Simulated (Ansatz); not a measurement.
# From LDA to G0W0: BaTiO3 (R3m)

How far does one-shot GW move the LDA gap of BaTiO3 (R3m)?

Method: LDA, then G0W0 on it, plane waves, PAW, in Ansatz 0.2.0.

## (1) Starting point

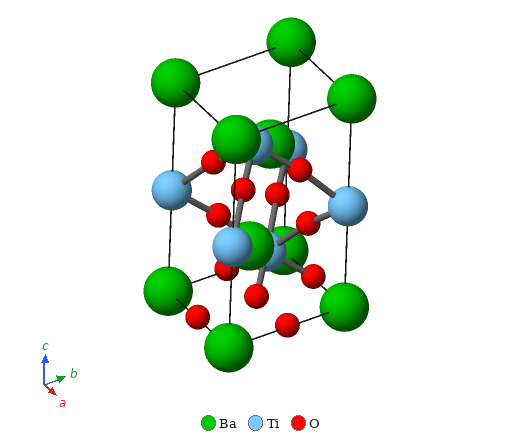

The cell as given, slightly off an axis (barium green, titanium blue, oxygen red). This picture shows the conventional cell, with its axes. Some periodic images of atoms are drawn too.

The cell and positions come from the Crystallography Open Database and are kept as given unless a step says otherwise. Spin-orbit coupling is left out unless a step names it.

The logs state that the PAW files were generated under PBE.

## (2) Bands along the symmetry lines

Levels along a band path and on the mesh show where this functional puts the band edges.

This step: DFT, LDA, plane waves, PAW; PAW set soft_1.

input.yaml reads:

```yaml
crystal:
  lattice:
    - [2.8273666084, 1.6323808724, 2.3183934932]
    - [-2.8273666084, 1.6323808724, 2.3183934932]
    - [0.0, -3.2647617449, 2.3183934932]
  atoms:
    - { symbol: Ba, position: [0.0, 0.0, 0.0] }
    - { symbol: Ti, position: [0.4845, 0.4845, 0.4845] }
    - { symbol: O, position: [0.5086, 0.5086, 0.0175] }
    - { symbol: O, position: [0.0175, 0.5086, 0.5086] }
    - { symbol: O, position: [0.5086, 0.0175, 0.5086] }
kpoints:
  mp_grid: { grid: [6, 6, 6] }
  band_path:
    path:
      - [[0.0, 0.0, 0.0], [0.5, 0.5, 0.5], [0.50282879, 0.49717121, 0.5]]
      - [[0.5, -0.49717121, 0.49717121], [0.5, 0.0, 0.0], [0.0, 0.0, 0.0], [0.49858561, -0.49858561, 0.0]]
      - [[0.50141439, 0.0, 0.49858561], [0.5, 0.0, 0.5], [0.0, 0.0, 0.0]]
    npoints: 10
hamiltonian:
  xc: lda
  pseudopotentials: { kind: paw, azcp: { folder: soft_1 }, xc_functional: pbe }
scf:
  occupations: { method: fermi_dirac, width: 0.02 }
  n_extra_bands: 5
output:
  eigenvalues: true
  write_density: true
  write_potential: true
  elf: true
  volumetric_format: npy
```

Started as:

```bash
$ ansatz run input.yaml --threads 4 --pin off --max-ram 138240MiB --backend cuda --events-out ev --progress --plain --runs-dir out --devices 1 --max-vram 26GiB
```

Numbers of over 12 decimals in the logs are rounded to 6 here.

What it wrote:

```text
scf.n_extra_bands = 5 over 20 filled bands (N_el = 40.0): the run solves 25 bands
GPUs: using 1 of 1 available (devices: 1).
Engine: ansatz 0.2.0, x86_64-unknown-linux-gnu
Pseudopotentials: kind: paw
Pseudopotential: Ba, paw, valence charge 10, recommended cutoff 420 eV (normal), soft_1/Ba.paw.azcp
Pseudopotential: Ti, paw, valence charge 12, recommended cutoff 420 eV (normal), soft_1/Ti.paw.azcp
Pseudopotential: O, paw, valence charge 6, recommended cutoff 420 eV (normal), soft_1/O.paw.azcp
Functional definition: SPW92
  exchange = slater_x
  correlation = pw_c
device memory: the entry about to start is reckoned to put 1.1 GiB on a device that reports 32.4 GiB free (of which the cap on the GPU budget leaves the run 26.0 GiB)
GPU FFT provider: cuFFT
GPU libraries: cuBLAS 13.8.2, cuFFT 12.4.0, cuSOLVER 12.3.4
Crystal: 5 atoms, lattice volume = 64.201 Å³
Basis set: ecut = 420 eV, 1237 PW (Γ)
Bands: 25, of which v1, the nominal top of the filled ones, is band 20 counted from 1 (19 counted from 0)
Symmetry: 6 space group operations
Space group: R3m (ITA 160), of the structure as read, at distance tolerance 4.0e-5 Å
k-points: 32 of 216 (time reversal used)
Non-local potential: Ba, projectors of the file, l = 0: 3, l = 1: 2, l = 2: 2, l = 3: 2
Non-local potential: Ti, projectors of the file, l = 0: 3, l = 1: 2, l = 2: 3, l = 3: 1
Non-local potential: O, projectors of the file, l = 0: 2, l = 1: 2, l = 2: 1
PAW form: soft (Blöchl's): semilocal exchange-correlation on the pseudo side does not see the compensation charge
PAW frozen core: Ba, regenerated for the run's functional, and the local potential with it (the file was generated under x = pbe(κ = 0.804, μ = 0.219515), c = pbe(β = 0.066725))
PAW frozen core: Ti, regenerated for the run's functional, and the local potential with it (the file was generated under x = pbe(κ = 0.804, μ = 0.219515), c = pbe(β = 0.066725))
PAW frozen core: O, regenerated for the run's functional, and the local potential with it (the file was generated under x = pbe(κ = 0.804, μ = 0.219515), c = pbe(β = 0.066725))
PAW one-centre angular grid: Ba, 194 points (default); XC on 64 Gauss nodes
PAW one-centre angular grid: Ti, 590 points (default); XC on 64 Gauss nodes
PAW one-centre angular grid: O, 110 points (default); XC on 64 Gauss nodes
Initial density: superposition of atomic densities (chi_scale 0.1, normalization cell, long waves kept (reshape's long-wave potential 0.00 eV rms))
Initial wavefunctions: pseudopotential atomic-orbital guess
GPU buffer pool allocated for 19683 grid points (all kernels)
GPU transforms: local potential and band sums: pruned to the plane-wave sphere, on 27×27×27
Functional: x = slater, c = lda
SCF iter   1: F=—  HF=-9905.100297 eV  |F-HF|=—  |Δ(HF+E_count)|=         —  Δρ=5.59e-2  dr2=1.95e0  ethr=3.10e-3  ⟨swp⟩=8.9  Hψ=4232  notcnv=0
preconditioner: auto → Resta (q_TF=auto, 2.521 Å⁻¹)  ε∞=5.9  [insulator: Δε(μ)=2.556 eV  Ē_g=11.514 eV  σ=0.020 eV  W_gap=1.00  n_scr=18 (ndim 8)  ℏωp=25.4 eV  f_vac=0.000  D(μ)=0.00/eV (n_scr^D=0)  ε∞_Penn≈5.9]
SCF iter   2: F=—  HF=-9904.716576 eV  |F-HF|=—  |Δ(HF+E_count)|=   3.84e-1  Δρ=2.48e-2  dr2=5.72e-1  ethr=3.10e-3  ⟨swp⟩=2.2  Hψ=1452  notcnv=0  defer=32
SCF iter   3: F=—  HF=-9904.604829 eV  |F-HF|=—  |Δ(HF+E_count)|=   1.12e-1  Δρ=7.75e-3  dr2=6.29e-2  ethr=1.43e-3  ⟨swp⟩=2.3  Hψ=2359  notcnv=0  defer=32
SCF iter   4: F=—  HF=-9904.586239 eV  |F-HF|=—  |Δ(HF+E_count)|=   1.86e-2  Δρ=1.65e-3  dr2=1.48e-3  ethr=1.57e-4  ⟨swp⟩=2.3  Hψ=1419  notcnv=0  defer=32
SCF iter   5: F=—  HF=-9904.586107 eV  |F-HF|=—  |Δ(HF+E_count)|=   1.31e-4  Δρ=2.69e-4  dr2=3.92e-5  ethr=3.70e-6  ⟨swp⟩=2.2  Hψ=1283  notcnv=0  defer=32
SCF iter   6: F=—  HF=-9904.586312 eV  |F-HF|=—  |Δ(HF+E_count)|=   2.05e-4  Δρ=3.86e-5  dr2=9.42e-7  ethr=9.79e-8  ⟨swp⟩=2.5  Hψ=1246  notcnv=0  defer=32
SCF iter   7: F=-9904.586312 eV  HF=-9904.586312 eV  |F-HF|=2.11e-8  |Δ(HF+E_count)|=   8.76e-8  Δρ=9.12e-6  dr2=4.10e-8  ethr=2.50e-10  ⟨swp⟩=9.0  Hψ=3039  notcnv=0
SCF 1 converged in 7 iterations: F = -9904.586312 eV  dr2 = 4.10e-8
  greatest PAW one-centre occupation: 0.998 electrons in one spin orbital (limit 2), on the Ti atom at site 1 (counted from 0), in its partial waves of l = 0
device memory: the entry about to start is reckoned to put 1.9 GiB on a device that reports 32.3 GiB free (of which the cap on the GPU budget leaves the run 26.0 GiB)
NSCF: frozen V_eff on 73 k-points, pencils in batches of 32, up to order 112
SCF converged after 7 iterations
Free energy (F): -9904.586312 eV
Harris-Foulkes:  -9904.586312 eV  (|F-HF|=2.11e-8)
Internal energy: -9904.586312 eV  (E = F + TS)
E sigma→0 (E₀):  -9904.586312 eV
Fermi energy:    11.002667 eV
--- Per-component energies (eV) ---
  E_band       = -151.075145
  E_kinetic    = 942.925149
  E_local      = -2203.245248  (includes V_loc(G=0)·N_el)
  E_nonlocal   = 320.899654
  E_hartree    = 842.712903
  E_xc         = -526.080420
  E_vxc        = -549.310967  (∫ρ·V_xc dr)
  E_paw        = -6473.486143  (= ΣΔE_a)
  E_vpaw       = -347.779282  (= ΣTr[D̂ρ^β])
  E_aug_tail   = 0.002241  (compensation charges beyond the density's cutoff)
  E_ewald      = -2809.213684
  E_core_change = 0.899235  (= ΣΔE_core)
  E_smearing   = -0.000000  (= −TS)
  E_closure    = -0.000000  (closes the sum)
  Σ components = -9904.586312   (vs F -9904.586312, Δ=0.00e0)
--- Band table (eV; the first three rows and the last of 32) ---
  k-point 0: bands = [... 16 lower, 8.7190, 9.3231, 9.4668, 9.4668, 12.1728, 12.1728, 12.3278, 14.3950, ... 1 higher]
  k-point 1: bands = [... 16 lower, 8.5493, 8.9132, 9.3463, 9.3605, 12.2229, 12.5573, 12.5836, 14.3913, ... 1 higher]
  k-point 2: bands = [... 16 lower, 8.2470, 8.3615, 9.0310, 9.1280, 12.2966, 13.2442, 13.3394, 14.3767, ... 1 higher]
  k-point 31: bands = [... 16 lower, 7.5312, 9.8033, 9.8033, 9.8179, 14.1730, 14.3221, 14.3221, 16.4735, ... 1 higher]
```

Run time: 7.4 s. Hardware: 1 × NVIDIA H100 80GB HBM3 (shared by 3 runs) with 4 threads of AMD EPYC 7R13 (Zen 3), shared host; peak memory 0.91 GiB; 4.1 s of CPU time.

This step gave:

| Item | Value |
| --- | --- |
| filled bands | 20 |
| gap | 2.355 eV |
| valence top at | T |
| conduction bottom at | Γ |
| least direct gap | 2.686 eV |

Over mesh and path the gap is 2.355 eV, from k = (0.500, 0.500, 0.500) to k = Γ. The least direct gap found is 2.686 eV, at k = (0.050, -0.050, 0.000).

Electronic bands along the path, in eV, zero at the top of the highest nominally filled band:

| point | band 17 | band 18 | band 19 | band 20 | band 21 | band 22 | band 23 | band 24 |
| --- | --- | --- | --- | --- | --- | --- | --- | --- |
| Γ | -1.10 | -0.49 | -0.35 | -0.35 | 2.35 | 2.35 | 2.51 | 4.58 |
| T | -2.29 | -0.01 | -0.01 | 0.00 | 4.36 | 4.50 | 4.50 | 6.66 |
| H2 | -2.29 | -0.01 | -0.01 | 0.00 | 4.35 | 4.50 | 4.50 | 6.66 |
| jump to H0 | -2.29 | -0.01 | -0.01 | 0.00 | 4.35 | 4.50 | 4.50 | 6.66 |
| L | -1.68 | -1.62 | -0.93 | -0.79 | 2.51 | 3.80 | 3.89 | 4.54 |
| Γ | -1.10 | -0.49 | -0.35 | -0.35 | 2.35 | 2.35 | 2.51 | 4.58 |
| S0 | -1.60 | -0.85 | -0.81 | -0.05 | 3.88 | 3.88 | 4.22 | 5.13 |
| jump to S2 | -1.60 | -0.85 | -0.81 | -0.05 | 3.88 | 3.88 | 4.22 | 5.13 |
| F | -1.60 | -0.85 | -0.81 | -0.05 | 3.88 | 3.88 | 4.22 | 5.13 |
| Γ | -1.10 | -0.49 | -0.35 | -0.35 | 2.35 | 2.35 | 2.51 | 4.58 |

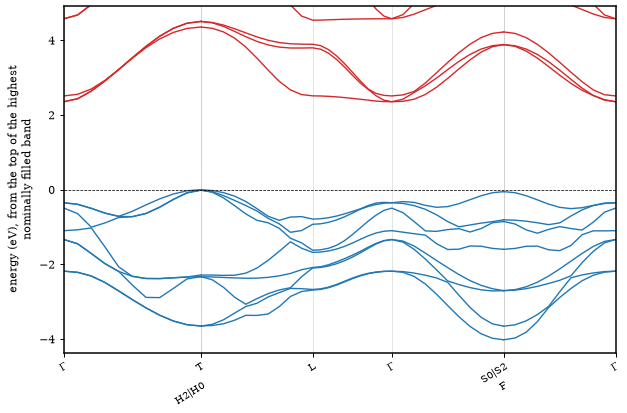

Electronic bands along the path; lines of filled and empty bands in two colours.

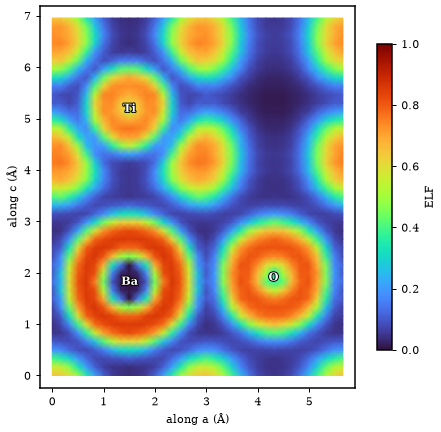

ELF in the ac plane of the conventional cell at fractional y = 0.000, with atoms of Ba and Ti and O within 0.2 Å of it. It is the smooth field of the valence electrons, not physical close to the nuclei. The map starts off the cell's origin, so that atoms lie inside it.

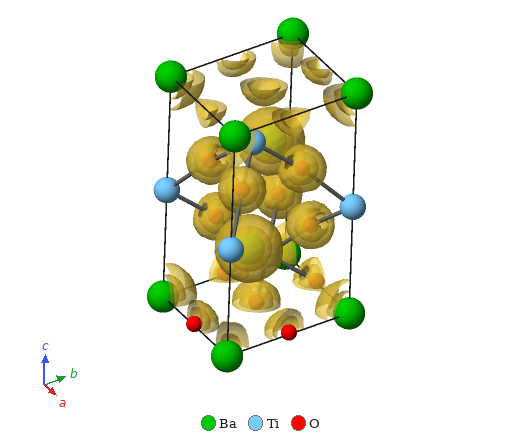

Surface of ELF = 0.79.

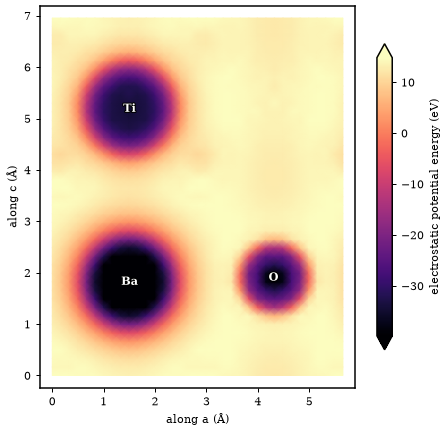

Electrostatic potential energy in the ac plane of the conventional cell at fractional y = 0.000, with atoms of Ba and Ti and O within 0.2 Å of it. With pseudopotentials it is smooth inside the atoms' cores, unlike the true potential. The map starts off the cell's origin, so that atoms lie inside it.

[end of part 1 of 2]

[Paths, hosts, dates, memory and timing lines, banners, echoed tables and standing remarks are left out of the program output.]

[Logs are printed without paths, hosts, clocks, repeated set-up lines and the standing remarks that a program may print on its own settings, such as how far it seeks lower states.]

[Runs of the session that timed out or met a known fault of the program may be left out.]

[Cells called generated may have been cut or substituted from an entry of the Crystallography Open Database or the Materials Project.]

[Hosts, paths, dates, database ids (printed as entryN), source tags and the programs' standing remarks are cut or masked in the printed files.]

[Where an RPA ε∞ is given, it is that of the G0W0 mesh and is not shown converged in it. Names of k-points follow the symmetry that the program found, which can be lower than the space group named. Band edges on a path are those of the sampled points; other points can move an edge, and change direct to indirect where valleys lie close.]

[Hybrid gaps are those of their k-mesh and are not shown converged in it.]
